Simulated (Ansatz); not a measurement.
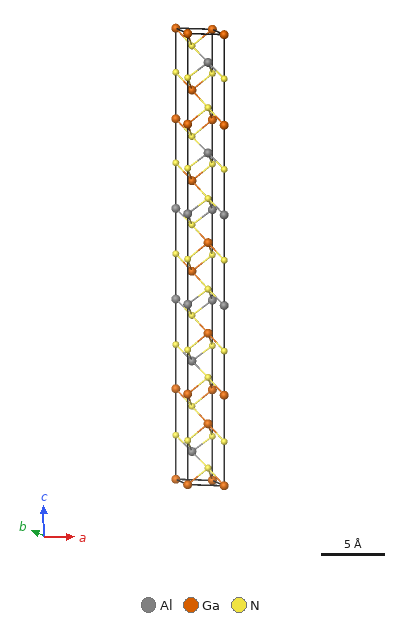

Figure 1. The structure as given in the input (ball-and-stick view of the cell 3 times as large as that of the calculation, set on its symmetry axes, seen slightly off an axis). An atom can appear more than once, as a periodic image. Near neighbours in the periodic cell (some may lie outside the picture): Al has 6 N at 2.06 Å; Ga has 6 N at 2.11 to 2.12 Å; N has 3 Al at 2.06 Å and 3 Ga at 2.12 Å; N has 6 Ga at 2.11 Å.

# Run report: Al$_{2}$Ga$_{3}$N$_{5}$, geometry relaxation (part 1 of 2)

Al$_{2}$Ga$_{3}$N$_{5}$ (R-3m, 10 atoms in the cell), computed with DFT PBE, scalar-relativistic, plane waves, PAW, no spin polarisation (Ansatz 0.2.0).

The structure was made by a generator, so it may or may not be a known phase.

Output:
```
basis.fft_grid_basis auto: the FFT boxes are laid along the combinations [[1, -1, 0], [0, 1, 0], [0, -1, 1]] of the cell's own vectors, 2.963, 12.221 and 2.963 Å long. The dense box has 20×90×20 points. Along the cell's own vectors, as sized, it would have 90×90×90, 20.25 times as many. Of the 12 symmetry operations that the crystal satisfies within crystal.symmetry.tolerance (time reversal apart; of a slab, those that keep its plane) the dense box along the cell's own vectors carries 12, and the one as laid loses 8 of those. basis.fft_grid_basis: typed keeps the cell's own vectors: state it where this run's energies or levels are differenced outside the engine with another run's, or held beside a run that keeps those vectors. Those combinations have planes normal to reciprocal vector 3, as the cell's own vectors have. Each planar average written beside output.write_density, output.write_potential has a row for each plane of the box: 20. The volumetric files lie along those combinations, not along the cell's own vectors: a cube or XSF file states them, and fields.json those of NumPy files.
Engine: ansatz 0.2.0, x86_64-unknown-linux-gnu
Pseudopotentials: kind: paw
Pseudopotential: Al, paw, valence charge 3, recommended cutoff 420 eV (normal), Al.paw.azcp
Pseudopotential: Ga, paw, valence charge 13, recommended cutoff 420 eV (normal), Ga.paw.azcp
Pseudopotential: N, paw, valence charge 5, recommended cutoff 420 eV (normal), N.paw.azcp
Functional definition: PBE
  parameter kappa = 0.804
  parameter beta = 0.06672455060314922
  exchange = pbe_x(kappa = kappa, mu = beta*pi^2/3)
  correlation = pbe_c(beta = beta)
Crystal: 10 atoms, lattice volume = 91.978 Å³
Basis set: ecut = 420 eV, 1757 PW (Γ), FFT grids on a1−a2, a2, −a2+a3, exchange–correlation on 40×180×40 points (8 copies of the dense FFT grid, shifted against one another)
Bands: 45, of which v1, the nominal top of the filled ones, is band 35 counted from 1 (34 counted from 0)
Symmetry: 12 space group operations
Space group: R-3m (ITA 166), of the structure as read, at distance tolerance 4.5e-5 Å
k-points: 189 of 1728
Non-local potential: Al, projectors of the file, l = 0: 2, l = 1: 2, l = 2: 1
Non-local potential: Ga, projectors of the file, l = 0: 2, l = 1: 2, l = 2: 3, l = 3: 1
Non-local potential: N, projectors of the file, l = 0: 2, l = 1: 2, l = 2: 1
PAW form: soft (Blöchl's): semilocal exchange-correlation on the pseudo side does not see the compensation charge
PAW one-centre angular grid: Al, 110 points (default); XC on 64 Gauss nodes
PAW one-centre angular grid: Ga, 590 points (default); XC on 64 Gauss nodes
PAW one-centre angular grid: N, 110 points (default); XC on 64 Gauss nodes
Initial density: superposition of atomic densities (neutral atoms: chi_scale 0, normalization atom), corrected by the library's trained network
Initial wavefunctions: pseudopotential atomic-orbital guess
Functional: x = pbe(κ = 0.804, μ = 0.2195149727645171), c = pbe(β = 0.06672455060314922)
SCF iter   1: F=—  HF=-14348.483486 eV  |F-HF|=—  |Δ(HF+E_count)|=         —  Δρ=1.98e-3  dr2=5.18e-3  ethr=1.77e-3  ⟨swp⟩=8.1  Hψ=35360  notcnv=0  defer=53
preconditioner: auto → Resta (q_TF=auto, 2.607 Å⁻¹)  ε∞=4.9  [insulator: Δε(μ)=1.691 eV  Ē_g=16.504 eV  σ=0.020 eV  W_gap=1.00  n_scr=34 (ndim 8)  ℏωp=32.4 eV  f_vac=0.000  D(μ)=0.00/eV (n_scr^D=0)  ε∞_Penn≈4.9]
SCF iter   2: F=—  HF=-14348.483020 eV  |F-HF|=—  |Δ(HF+E_count)|=   4.66e-4  Δρ=1.09e-3  dr2=2.06e-3  ethr=7.40e-6  ⟨swp⟩=2.1  Hψ=16074  notcnv=0  defer=731
SCF iter   3: F=—  HF=-14348.483000 eV  |F-HF|=—  |Δ(HF+E_count)|=   2.00e-5  Δρ=3.15e-4  dr2=7.98e-5  ethr=2.95e-6  ⟨swp⟩=2.0  Hψ=14063  notcnv=0  defer=731
SCF iter   4: F=—  HF=-14348.482920 eV  |F-HF|=—  |Δ(HF+E_count)|=   8.04e-5  Δρ=1.45e-4  dr2=1.89e-5  ethr=1.14e-7  ⟨swp⟩=2.0  Hψ=13949  notcnv=0  defer=731
SCF iter   5: F=—  HF=-14348.482829 eV  |F-HF|=—  |Δ(HF+E_count)|=   9.07e-5  Δρ=4.17e-5  dr2=2.23e-6  ethr=2.70e-8  ⟨swp⟩=2.0  Hψ=10425  notcnv=0  defer=731
SCF iter   6: F=—  HF=-14348.482828 eV  |F-HF|=—  |Δ(HF+E_count)|=   5.14e-7  Δρ=1.18e-5  dr2=1.26e-7  ethr=3.18e-9  ⟨swp⟩=2.8  Hψ=13240  notcnv=0  defer=731
SCF iter   7: F=-14348.482828 eV  HF=-14348.482828 eV  |F-HF|=3.38e-8  |Δ(HF+E_count)|=   8.70e-9  Δρ=4.89e-6  dr2=1.34e-8  ethr=1.43e-10  ⟨swp⟩=14.8  Hψ=58553  notcnv=0
SCF 1 converged in 7 iterations: F = -14348.482828 eV  dr2 = 1.34e-8
  greatest PAW one-centre occupation: 0.997 electrons in one spin orbital (limit 2), on the Ga atom at site 2 (counted from 0), in its partial waves of l = 2
relax step   1: F+E_penalty+E_count = -14348.48282841 eV  Δ(F+E_penalty+E_count) = +0.000e0 eV  max|allowed force component| = 2.210e-2 eV/Å  Δτ_max = 0.0000 Å  P = +0.152 GPa  Ω = 91.978 Å³  (7 SCF iters, dr2 threshold 1.00e-7 eV, accepted)
Crystal: 10 atoms, lattice volume = 92.013 Å³
Basis set: ecut = 420 eV, 1763 PW (Γ), FFT grids on a1−a2, a2, −a2+a3, exchange–correlation on 40×180×40 points (8 copies of the dense FFT grid, shifted against one another)
Initial density: handed on by an earlier stage of this run
Initial wavefunctions: those handed on with the density
iter 1 solved again at ethr=3.41e-8 eV; its pass at ethr=3.10e-3 eV (dr2=2.38e-5 eV) is discarded
SCF iter   1: F=—  HF=-14348.482838 eV  |F-HF|=—  |Δ(HF+E_count)|=         —  Δρ=2.37e-4  dr2=2.53e-5  ethr=3.41e-8  ⟨swp⟩=2.2  Hψ=32794  notcnv=0
preconditioner: auto → Resta (q_TF=auto, 2.607 Å⁻¹)  ε∞=4.8  [insulator: Δε(μ)=1.696 eV  Ē_g=16.508 eV  σ=0.020 eV  W_gap=1.00  n_scr=34 (ndim 8)  ℏωp=32.4 eV  f_vac=0.000  D(μ)=0.00/eV (n_scr^D=0)  ε∞_Penn≈4.8]
SCF iter   2: F=—  HF=-14348.482744 eV  |F-HF|=—  |Δ(HF+E_count)|=   9.37e-5  Δρ=1.18e-4  dr2=6.93e-6  ethr=3.41e-8  ⟨swp⟩=2.0  Hψ=14585  notcnv=0
SCF iter   3: F=—  HF=-14348.482743 eV  |F-HF|=—  |Δ(HF+E_count)|=   1.57e-6  Δρ=1.60e-5  dr2=3.50e-7  ethr=9.90e-9  ⟨swp⟩=2.0  Hψ=13833  notcnv=0
iter 4 did not close the SCF: its close was put off for the readings that it lacked (scf_convergence_deferred on its scf_iter line)
SCF iter   4: F=-14348.482743 eV  HF=-14348.482743 eV  |F-HF|=1.47e-7  |Δ(HF+E_count)|=   2.74e-8  Δρ=7.98e-6  dr2=6.64e-8  ethr=4.99e-10  ⟨swp⟩=2.1  Hψ=14971  notcnv=0
iter 5 did not close the SCF: its close was put off for the readings that it lacked (scf_convergence_deferred on its scf_iter line)
SCF iter   5: F=-14348.482743 eV  HF=-14348.482743 eV  |F-HF|=4.99e-9  |Δ(HF+E_count)|=   5.25e-8  Δρ=2.23e-6  dr2=6.38e-9  ethr=9.49e-11  ⟨swp⟩=2.0  Hψ=14934  notcnv=0
SCF iter   6: F=-14348.482743 eV  HF=-14348.482743 eV  |F-HF|=9.82e-11  |Δ(HF+E_count)|=  4.98e-10  Δρ=5.74e-7  dr2=4.18e-10  ethr=9.11e-12  ⟨swp⟩=6.2  Hψ=49228  notcnv=0
SCF 2 converged in 6 iterations: F = -14348.482743 eV  dr2 = 4.18e-10
relax step   2: F+E_penalty+E_count = -14348.48274281 eV  Δ(F+E_penalty+E_count) = +8.560e-5 eV  max|allowed force component| = 5.100e-3 eV/Å  Δτ_max = 0.0009 Å  P = +0.062 GPa  Ω = 92.013 Å³  energy of the carried Pulay correction = -1.296e-4 eV  (6 SCF iters, dr2 threshold 1.77e-7 eV, accepted)
Crystal: 10 atoms, lattice volume = 92.029 Å³
iter 1 solved again at ethr=3.62e-9 eV; its pass at ethr=3.10e-3 eV (dr2=2.54e-6 eV) is discarded
SCF iter   1: F=—  HF=-14348.482798 eV  |F-HF|=—  |Δ(HF+E_count)|=         —  Δρ=6.67e-5  dr2=2.89e-6  ethr=3.62e-9  ⟨swp⟩=2.4  Hψ=32377  notcnv=0
preconditioner: auto → Resta (q_TF=auto, 2.607 Å⁻¹)  ε∞=4.8  [insulator: Δε(μ)=1.697 eV  Ē_g=16.506 eV  σ=0.020 eV  W_gap=1.00  n_scr=34 (ndim 8)  ℏωp=32.4 eV  f_vac=0.000  D(μ)=0.00/eV (n_scr^D=0)  ε∞_Penn≈4.8]
SCF iter   2: F=—  HF=-14348.482709 eV  |F-HF|=—  |Δ(HF+E_count)|=   8.85e-5  Δρ=3.32e-5  dr2=7.51e-7  ethr=3.62e-9  ⟨swp⟩=2.3  Hψ=13172  notcnv=0
iter 3 did not close the SCF: its close was put off for the readings that it lacked (scf_convergence_deferred on its scf_iter line)
SCF iter   3: F=-14348.482709 eV  HF=-14348.482709 eV  |F-HF|=7.96e-9  |Δ(HF+E_count)|=   2.10e-7  Δρ=4.40e-6  dr2=1.83e-8  ethr=1.07e-9  ⟨swp⟩=2.1  Hψ=11394  notcnv=0
iter 4 did not close the SCF: its close was put off for the readings that it lacked (scf_convergence_deferred on its scf_iter line)
SCF iter   4: F=-14348.482709 eV  HF=-14348.482709 eV  |F-HF|=5.27e-9  |Δ(HF+E_count)|=   2.42e-9  Δρ=2.02e-6  dr2=2.48e-9  ethr=2.61e-11  ⟨swp⟩=2.3  Hψ=14261  notcnv=0
iter 5 did not close the SCF: its close was put off for the readings that it lacked (scf_convergence_deferred on its scf_iter line)
SCF iter   5: F=-14348.482709 eV  HF=-14348.482709 eV  |F-HF|=2.11e-10  |Δ(HF+E_count)|=   1.97e-9  Δρ=7.66e-7  dr2=3.23e-10  ethr=3.54e-12  ⟨swp⟩=2.0  Hψ=14979  notcnv=0
SCF iter   6: F=-14348.482709 eV  HF=-14348.482709 eV  |F-HF|=0.00e0  |Δ(HF+E_count)|=  3.46e-11  Δρ=1.42e-7  dr2=1.06e-11  ethr=1.00e-12  ⟨swp⟩=4.4  Hψ=40612  notcnv=0
SCF 3 converged in 6 iterations: F = -14348.482709 eV  dr2 = 1.06e-11
relax step   3: F+E_penalty+E_count = -14348.48270888 eV  Δ(F+E_penalty+E_count) = +3.393e-5 eV  max|allowed force component| = 2.165e-3 eV/Å  Δτ_max = 0.0002 Å  P = +0.020 GPa  Ω = 92.029 Å³  energy of the carried Pulay correction = -1.893e-4 eV  (6 SCF iters, accepted)
Initial wavefunctions: pseudopotential atomic-orbital guess (no wavefunctions were taken with the density)
iter 1 solved again at ethr=2.45e-8 eV; its pass at ethr=3.10e-3 eV (dr2=1.71e-5 eV) is discarded
SCF iter   1: F=—  HF=-14348.483028 eV  |F-HF|=—  |Δ(HF+E_count)|=         —  Δρ=2.54e-5  dr2=1.47e-8  ethr=2.45e-8  ⟨swp⟩=3.6  Hψ=61499  notcnv=0  defer=1
preconditioner: auto → Resta (q_TF=auto, 2.607 Å⁻¹)  ε∞=4.8  [insulator: Δε(μ)=1.698 eV  Ē_g=16.506 eV  σ=0.020 eV  W_gap=1.00  n_scr=34 (ndim 8)  ℏωp=32.4 eV  f_vac=0.000  D(μ)=0.00/eV (n_scr^D=0)  ε∞_Penn≈4.8]
SCF iter   2: F=—  HF=-14348.482942 eV  |F-HF|=—  |Δ(HF+E_count)|=   8.63e-5  Δρ=1.29e-5  dr2=4.32e-9  ethr=2.11e-11  ⟨swp⟩=2.0  Hψ=15134  notcnv=0
SCF iter   3: F=—  HF=-14348.482942 eV  |F-HF|=—  |Δ(HF+E_count)|=   5.88e-7  Δρ=1.43e-6  dr2=1.28e-10  ethr=6.17e-12  ⟨swp⟩=2.2  Hψ=14921  notcnv=0
iter 4 did not close the SCF: its close was put off for the readings that it lacked (scf_convergence_deferred on its scf_iter line)
SCF iter   4: F=-14348.482942 eV  HF=-14348.482942 eV  |F-HF|=1.46e-11  |Δ(HF+E_count)|=   6.52e-9  Δρ=2.34e-7  dr2=3.18e-11  ethr=1.00e-12  ⟨swp⟩=2.0  Hψ=12052  notcnv=0
iter 5 did not close the SCF: its close was put off for the readings that it lacked (scf_convergence_deferred on its scf_iter line)
SCF iter   5: F=-14348.482942 eV  HF=-14348.482942 eV  |F-HF|=1.82e-12  |Δ(HF+E_count)|=  5.46e-12  Δρ=8.52e-8  dr2=3.66e-12  ethr=1.00e-12  ⟨swp⟩=1.0  Hψ=8505  notcnv=0
iter 6 did not close the SCF: its close was put off for the readings that it lacked (scf_convergence_deferred on its scf_iter line)
SCF iter   6: F=-14348.482942 eV  HF=-14348.482942 eV  |F-HF|=1.82e-12  |Δ(HF+E_count)|=  7.28e-12  Δρ=2.00e-8  dr2=2.46e-13  ethr=1.00e-12  ⟨swp⟩=1.0  Hψ=8505  notcnv=0
iter 7 did not close the SCF: its close was put off for the readings that it lacked (scf_convergence_deferred on its scf_iter line)
SCF iter   7: F=-14348.482942 eV  HF=-14348.482942 eV  |F-HF|=1.82e-12  |Δ(HF+E_count)|=  1.82e-12  Δρ=4.05e-9  dr2=1.29e-14  ethr=1.00e-12  ⟨swp⟩=1.0  Hψ=8505  notcnv=0
SCF iter   8: F=-14348.482942 eV  HF=-14348.482942 eV  |F-HF|=0.00e0  |Δ(HF+E_count)|=  3.64e-12  Δρ=1.57e-9  dr2=1.52e-15  ethr=1.00e-12  ⟨swp⟩=3.0  Hψ=26798  notcnv=0
SCF 4 converged in 8 iterations: F = -14348.482942 eV  dr2 = 1.52e-15
relax step   4: F+E_penalty+E_count = -14348.48294230 eV  Δ(F+E_penalty+E_count) = -2.334e-4 eV  max|allowed force component| = 2.159e-3 eV/Å  Δτ_max = 0.0000 Å  P = +0.023 GPa  Ω = 92.029 Å³  stress off target by 2.58e-2 GPa  SCF on the basis re-selected at this cell (its energy is not comparable with the rows above)  (8 SCF iters)
```

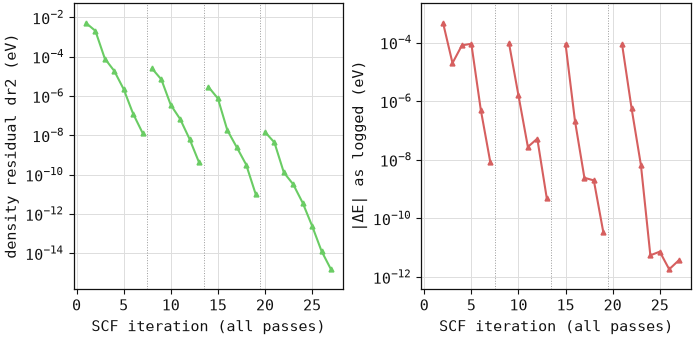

Figure 2. Convergence of the self-consistent field: density residual dr2 and size of the energy change against the SCF iteration. The dotted lines part the SCF passes of the relaxation: geometry steps, rejected trials and re-solves on a re-selected basis. The passes take 7, 6, 6 and 8 iterations.

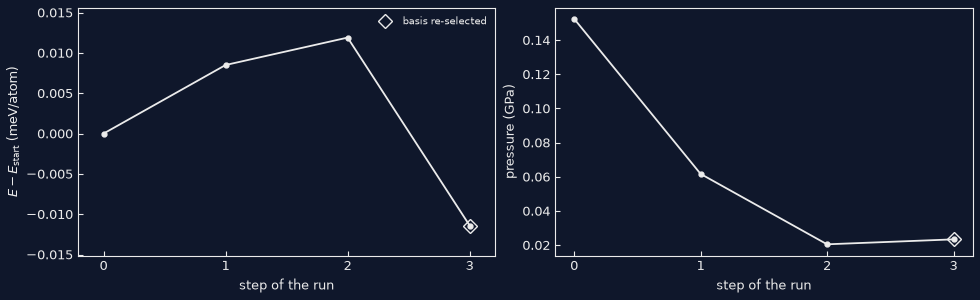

Figure 3. Progress of the relaxation, step by step (the first geometry is step 0 here and step 1 in the log). No atom moves by more than 0.005 Å relative to the cell. The volume changes by +0.1 %, with a = b stay at 2.963 Å, c 36.301 → 36.317 Å (0.0 %). The space group stays R-3m (No. 166). Over 2 geometry steps the energy rises by next to nothing (0.0 meV per atom). The largest force component goes from 0.022 to 0.0022 eV/Å. The pressure goes from 0.15 to 0.02 GPa. A last SCF at the same geometry on a re-selected plane-wave basis shifts the energy by next to nothing (0.0 meV per atom).

```
basis re-selected at this cell: Δ(F+E_penalty+E_count) = -2.334e-4 eV, ΔP = +0.003 GPa vs the last step (what re-selecting the basis moved, of the pressure what is left beyond the Pulay correction that the steps carried, after the strain that the cell walked since its last selection, with what the two solves' SCF thresholds leave and, on support functions, any second-order correction that the steps lacked; it is no measure of the basis error at this ecutwfc). This SCF's stress stands 2.58e-2 GPa from its target on what of the cell is left free (relax.cell.stress_tol is 5.00e-2 GPa) and its largest allowed force component is 2.16e-3 eV/Å (relax.f_tol is 1.00e-2 eV/Å): within both
SCF converged after 8 iterations
Free energy (F): -14348.482942 eV
Harris-Foulkes:  -14348.482942 eV  (|F-HF|=0.00e0)
Internal energy: -14348.482942 eV  (E = F + TS)
E sigma→0 (E₀):  -14348.482942 eV
Fermi energy:    12.860641 eV
--- Per-component energies (eV) ---
  E_band       = 178.429932
  E_kinetic    = 1064.101751
  E_local      = -6776.856008  (includes V_loc(G=0)·N_el)
  E_nonlocal   = 1539.983841
  E_hartree    = 3174.278756
  E_xc         = -589.997231
  E_vxc        = -619.398739  (∫ρ·V_xc dr)
  E_paw        = -7561.678452  (= ΣΔE_a)
  E_vpaw       = -1377.958217  (= ΣTr[D̂ρ^β])
  E_aug_tail   = -0.000207  (compensation charges beyond the density's cutoff)
  E_ewald      = -5198.315391
  E_smearing   = -0.000000  (= −TS)
  E_closure    = 0.000000  (closes the sum)
  Σ components = -14348.482942   (vs F -14348.482942, Δ=0.00e0)
--- Forces (eV/Å), atoms counted from 1 ---
  atom   1  Al     0.00000000     0.00000000     0.00031025
  atom   2  Al     0.00000000    -0.00000000    -0.00031025
  atom   3  Ga     0.00000000    -0.00000000    -0.00000000
  atom   4  Ga    -0.00000000    -0.00000000    -0.00102665
  atom   5  Ga    -0.00000000     0.00000000     0.00102665
  atom   6  N      0.00000000     0.00000000     0.00126004
  atom   7  N      0.00000000    -0.00000000    -0.00126004
  atom   8  N      0.00000000     0.00000000     0.00215894
  atom   9  N     -0.00000000     0.00000000     0.00000000
  atom  10  N      0.00000000    -0.00000000    -0.00215894
  max |Σ_I F_I| component: 1.14e-18 eV/Å
```
